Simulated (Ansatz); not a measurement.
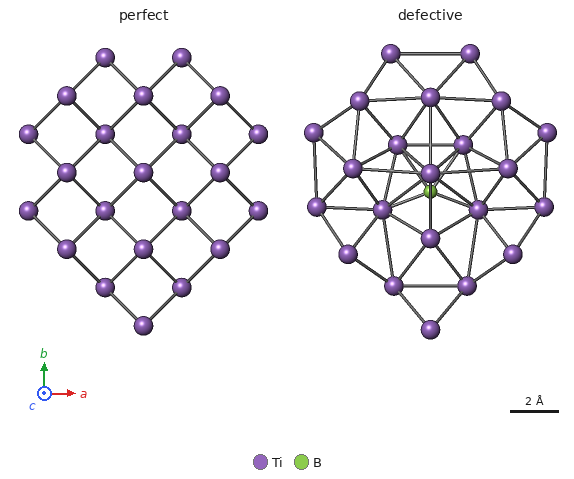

Left: perfect Ti. Right: the same region with one point defect, after relaxing the atoms in a supercell of 32 sites. A ball-and-stick model of the atoms within 6.0 Å of one point, in a slice 4.2 Å thick across the line of sight, seen along the c axis.

These are results of DFT PBE, scalar-relativistic, plane waves, PAW in Ansatz 0.2.0, not measurements. Settings: plane-wave cutoff 420 eV; k-point mesh 4 × 4 × 4; occupations gaussian; smearing width 0.1 eV; no spin polarisation. The cell is small and the k-mesh coarse, so the numbers are rough. The axes drawn are those of the host's conventional cell.

What kind of defect was made?

An extra boron atom is put between the host's atoms (an interstitial).

The charge state of the cell is 0.

How does the lattice respond?

The B atom starts with 4 Ti at 1.82 Å around its place and ends with 8 Ti at 2.18 to 2.43 Å. Of the host's atoms, a titanium atom moves furthest from its site, by 0.51 Å. Relaxing the atoms from the host's sites lowers the energy by 5.22 eV. At a tolerance of 0.02 Å the relaxed supercell has space group I-42m.
